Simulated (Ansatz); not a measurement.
The structure in question:

```cif
data_structure
_symmetry_space_group_name_H-M 'P 4/m m m'
_symmetry_Int_Tables_number 123
_cell_length_a 3.7414
_cell_length_b 3.7414
_cell_length_c 4.0414
_cell_angle_alpha 90.000
_cell_angle_beta 90.000
_cell_angle_gamma 90.000
_cell_volume 56.57
loop_
_atom_site_label
_atom_site_type_symbol
_atom_site_symmetry_multiplicity
_atom_site_Wyckoff_symbol
_atom_site_fract_x
_atom_site_fract_y
_atom_site_fract_z
_atom_site_occupancy
Sr1 Sr 1 a 0.00000 0.00000 0.00000 1
Ti1 Ti 1 d 0.50000 0.50000 0.50000 1
O1 O 2 e 0.50000 0.00000 0.50000 1
O2 O 1 c 0.50000 0.50000 0.00000 1
```

Before looking at a picture, describe the arrangement of atoms.

Formula: SrTiO₃. The symmetry is that of P4/mmm (No. 123), on a primitive tetragonal lattice. Counting shared atoms by their share gives 1 Sr, 1 Ti, 3 O, or 5 atoms. The polyhedra are TiO6 octahedra; they share corners. Around each Sr lie twelve O in a cuboctahedral arrangement at 2.65 to 2.75 Å. Around each Ti lie six O in a distorted octahedral arrangement at 1.87 to 2.02 Å. O bonds to four Sr and two Ti in a distorted octahedral arrangement (2.65 to 2.75 Å to Sr, 1.87 to 2.02 Å to Ti). The bonds build a three-dimensional framework.

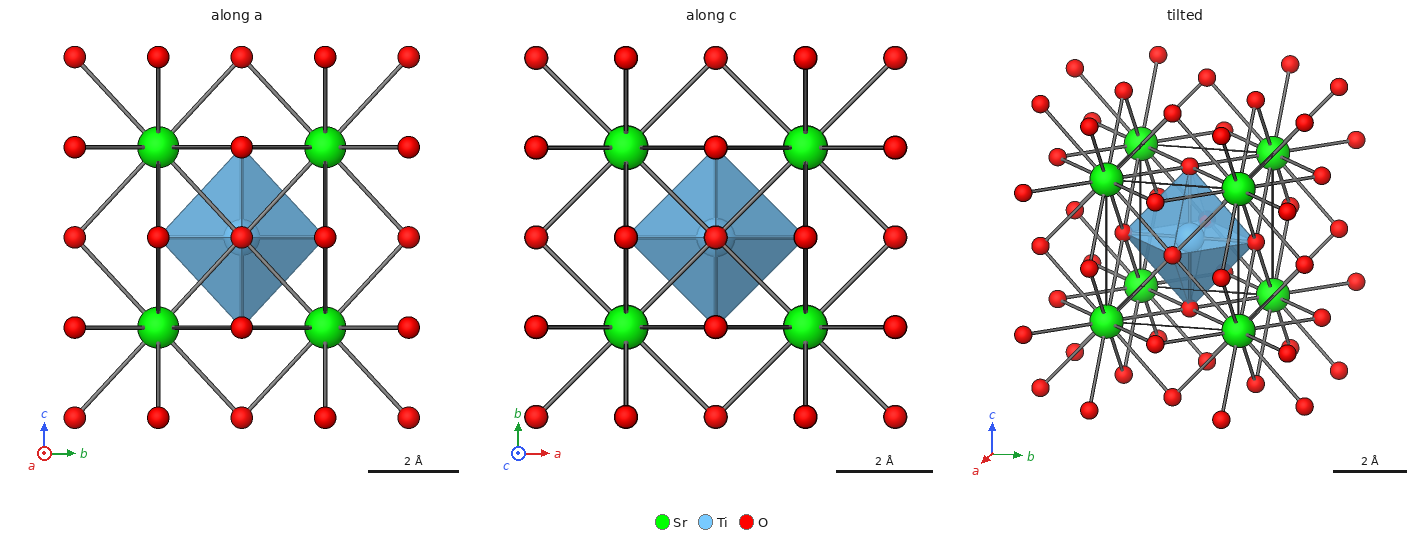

An orthographic polyhedral view of the structure, along the a axis, along the c axis and slightly off an axis. The conventional unit cell is drawn as a box. Some atoms of the next cells are drawn as well.

Its origin is a structure listed in the Materials Project. It was relaxed with DFT r2SCAN+U, scalar-relativistic, plane waves, PAW in Ansatz under a constraint or pressure on the cell, so some stress remains.

At this level of theory the cell isn't at rest (compressed, at 15 GPa), so its distances can differ from those at equilibrium, the more so the softer the solid.
